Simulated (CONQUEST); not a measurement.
# Energy of LiCl along an even scaling of the cell

System: LiCl (Fm-3m, 4 atoms in the cell).
Method: Kohn-Sham DFT of a periodic cell, PBEsol, PseudoDojo NC PBEsol, no spin polarisation (CONQUEST 1.3).

The 7 runs differ only in the geometry, by an even scaling of the cell at fixed fractional positions. The structure derives from an entry of the Crystallography Open Database.

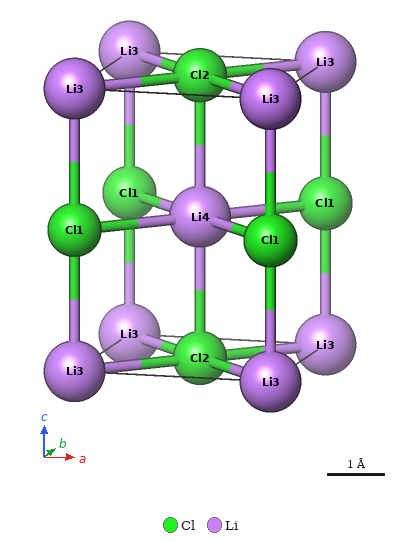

Figure 1. The structure of run 4 (ball-and-stick view of the cell of the calculation, seen slightly off an axis; atoms are numbered from 1 in the order of the input). An atom can appear more than once, as a periodic image.

**Input of run 4**
```
IO.Title LiCl
IO.Coordinates coords.dat
IO.FractionalAtomicCoords T
IO.Iprint 2
IO.Iprint_init 1
General.NumberOfSpecies 2
General.PseudopotentialType hamann
AtomMove.TypeOfRun static
AtomMove.FullStress T
Grid.PointsAlongX 36
Grid.PointsAlongY 36
Grid.PointsAlongZ 48
DM.SolutionMethod diagon
Diag.MPMesh T
Diag.GammaCentred T
Diag.MPMeshX 7
Diag.MPMeshY 7
Diag.MPMeshZ 5
Diag.kT 0.00183747
minE.SCTolerance 1e-6
SC.MaxIters 100
IO.AtomChargeOutput T
%block ChemicalSpeciesLabel
1 35.450 Cl
2 6.940 Li
%endblock
```

Command:
```bash
OMP_NUM_THREADS=1 Conquest
```

Lattice vectors (Å) and fractional positions of run 4:
```
   3.627133    0.000000    0.000000
   0.000000    3.627133    0.000000
   0.000000    0.000000    5.129540
Cl  0.000000  0.000000  0.500000
Cl  0.500000  0.500000  0.000000
Li  0.000000  0.000000  0.000000
Li  0.500000  0.500000  0.500000
```

Run 3 has the same physical settings and fractional positions; its lattice vectors (Å) are:
```
   3.602789    0.000000    0.000000
   0.000000    3.602789    0.000000
   0.000000    0.000000    5.095113
```

**Results, with one run withheld**

| run | volume per atom (Å³) | free energy per atom, from the lowest run given (meV) | pressure (GPa) | gap on the mesh (eV) |
| --- | --- | --- | --- | --- |
| 1 | 15.859 | 1.69 | 1.22 | 6.65 |
| 2 | 16.196 | 0.00 | 0.42 | 6.52 |
| 3 | 16.534 | ? | ? | ? |
| 4 | 16.871 | 1.06 | −0.85 | 6.29 |
| 5 | 17.209 | 3.55 | −1.50 | 6.18 |
| 6 | 17.546 | 7.28 | −2.08 | 6.07 |
| 7 | 17.883 | 12.20 | −2.55 | 5.97 |

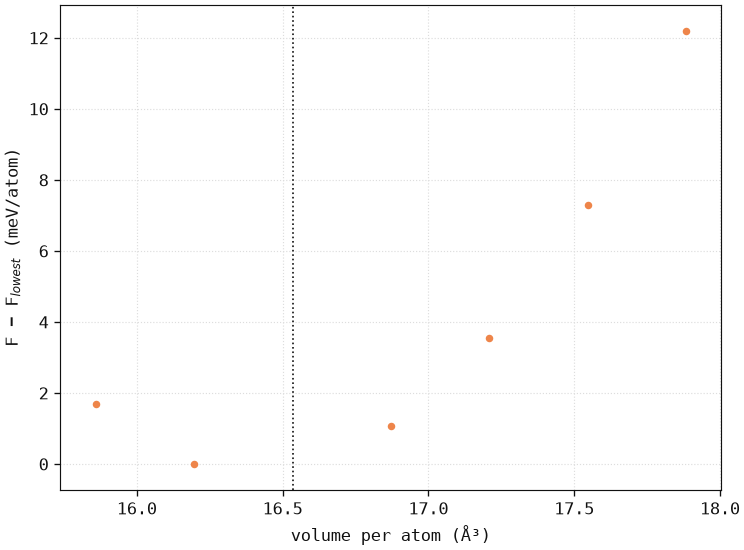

Figure 2. Free energy per atom of the runs given; the dotted line marks run 3.

What should run 3 give?

A cubic polynomial in V^(−2/3) (the Birch–Murnaghan form), fitted to the 6 runs given, misses them by at most 0.02 meV per atom. With x = V^(−2/3) − 0.15184 Å⁻², it reads F = 1.209 − 985.15 x + 1.6753e+05 x² − 1.0536e+06 x³ (meV per atom). At run 3 it gives −0.17 meV per atom, and the run itself gives −0.14. The slope of the fit gives a pressure −dF/dV of −0.25 GPa there, and the run prints −0.30 GPa. The fit has its minimum at 16.408 Å³ per atom, where V d²F/dV² gives 32.9 GPa: the bulk modulus at this level, since symmetry fixes the shape and the positions. The gap on the mesh goes, without turning, from 6.65 eV in run 1 to 5.97 eV in run 7; run 3 has 6.40 eV. These are gaps of this functional on this mesh, which can miss the band edges; they aren't the measured gap.

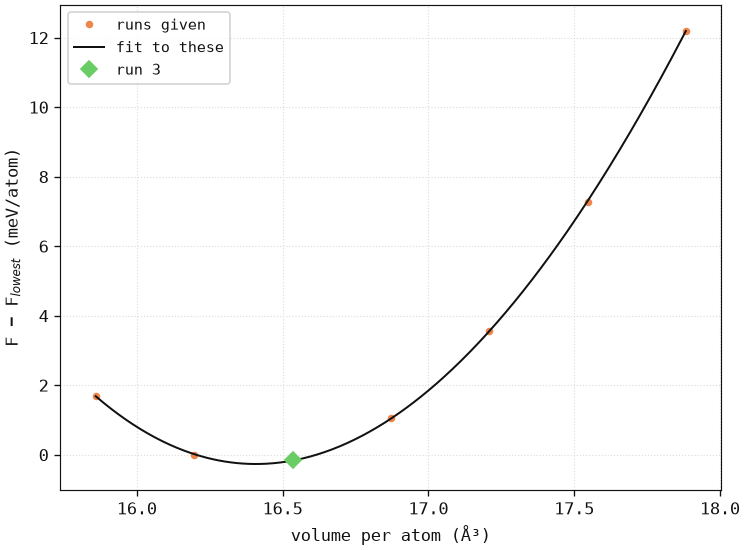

Figure 3. The fit and the withheld run.

**Some lines of the output (run 3)**
```
[...]
      Using Fermi-Dirac smearing
          DFT Total Energy                 :       -47.279932534882832 Ha
          DFT Total Energy                 :       -47.281123867110466 Ha
          DFT Total Energy                 :       -47.281138344144154 Ha
          DFT Total Energy                 :       -47.281140375286853 Ha
          DFT Total Energy                 :       -47.281140392117116 Ha
          DFT Total Energy                 :       -47.281140394124634 Ha
      |* DFT total energy        =       -47.281140394124634 Ha
    force: Average pressure:     -0.29844136 GPa
```

Notes: With a small basis of atomic orbitals these values can differ much from converged plane-wave results.
